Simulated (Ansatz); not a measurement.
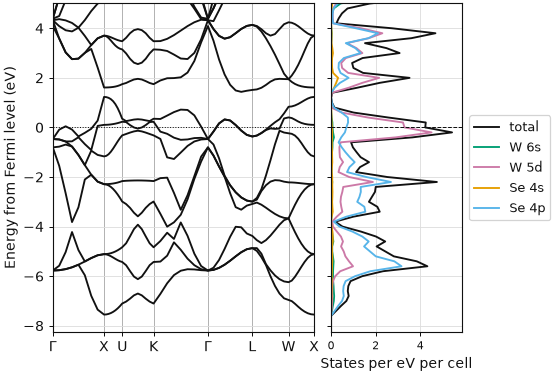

Band structure and density of states. Energies are counted from the Fermi level. The path runs straight from each named point to the next. The partial curves are projected on atomic shells.

Structure: WSe$_{2}$, space group Fm-3m (No. 225), 3 atoms in the cell.

Level of theory: DFT, PBE, all-electron LAPW, scalar-relativistic, no spin polarisation, 11×11×11 k mesh; code Ansatz 0.2.0.

Q: Is there a gap at the Fermi level?

A: A metal: 2 bands cross the Fermi level along this path.

Q: Where is the centre of the W 5d band?

A: Over the range shown, the centre of the W 5d weight lies 0.0 eV below the Fermi level, and about 50 % of the shell is filled.

Spin-orbit coupling is left out, which matters for W. The run has no spin polarisation, and a density of states this high at the Fermi level may favour a magnetic state.
